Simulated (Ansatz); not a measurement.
System: Hf7O16 (cell with a defect).

```
Hf O
1.0
    -5.04391   -5.04391    0.00000
    -5.04391    0.00000   -5.04391
     0.00000   -5.04391   -5.04391
Hf O
7 16
Direct
  0.50000 0.00000 0.50000
  0.00000 0.50000 0.50000
  0.50000 0.50000 0.50000
  0.00000 0.00000 0.00000
  0.50000 0.00000 0.00000
  0.00000 0.50000 0.00000
  0.50000 0.50000 0.00000
  0.37745 0.37745 0.36766
  0.86709 0.39872 0.36709
  0.39872 0.86709 0.36709
  0.86709 0.86709 0.36709
  0.37745 0.37745 0.87745
  0.86766 0.37745 0.87745
  0.37745 0.86766 0.87745
  0.86709 0.86709 0.89872
  0.13291 0.13291 0.10128
  0.62255 0.13234 0.12255
  0.13234 0.62255 0.12255
  0.62255 0.62255 0.12255
  0.13291 0.13291 0.63291
  0.60128 0.13291 0.63291
  0.13291 0.60128 0.63291
  0.62255 0.62255 0.63234
```

Computed pressure about 2 GPa in this cell.

The calculation used Ansatz, DFT PBEsol, scalar-relativistic, plane waves, PAW.

Q: What can the converged valence pseudo-density and electron localisation function tell about the bonding?

A: Hf–O (2.14 Å): ρ is about 0.66 e/Å³ halfway; the ELF peaks at about 0.85 in the valence shell of O, 0.6 Å from its nucleus, and drops to about 0.20 between the two atoms (no shared electron pair shows on this line).
Hf–O (2.20 Å): the density is about 0.56 e/Å³ at the midpoint; the ELF peaks at about 0.85 in the valence shell of O, 0.6 Å from its nucleus, and drops to about 0.15 between the two atoms: no shared electron pair shows on this line.

Q: Metal or insulator at this level of theory?

A: It is gapless in this calculation (a metal or semimetal).

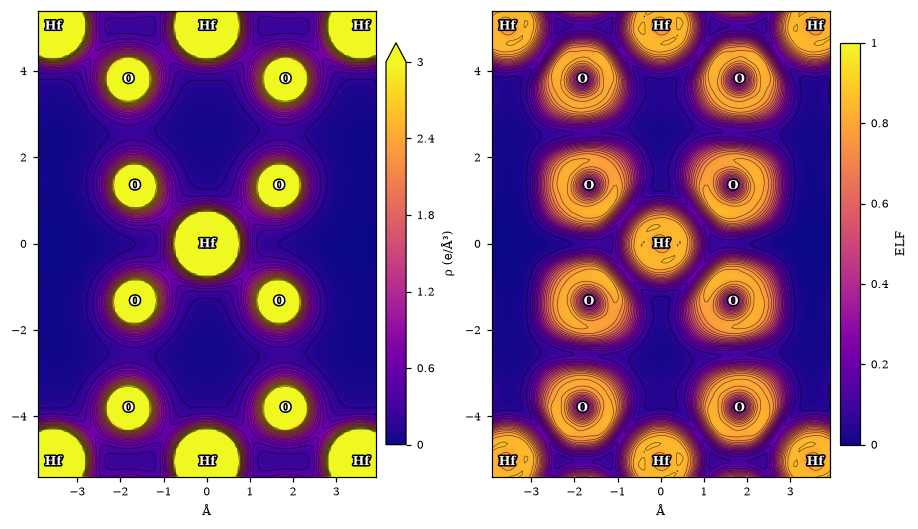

Computed valence pseudo-density and electron localisation function on the (011̄) plane of the calculation cell, in this order. 

In a PAW calculation such maps are meaningful between the atoms, not at the nuclei.
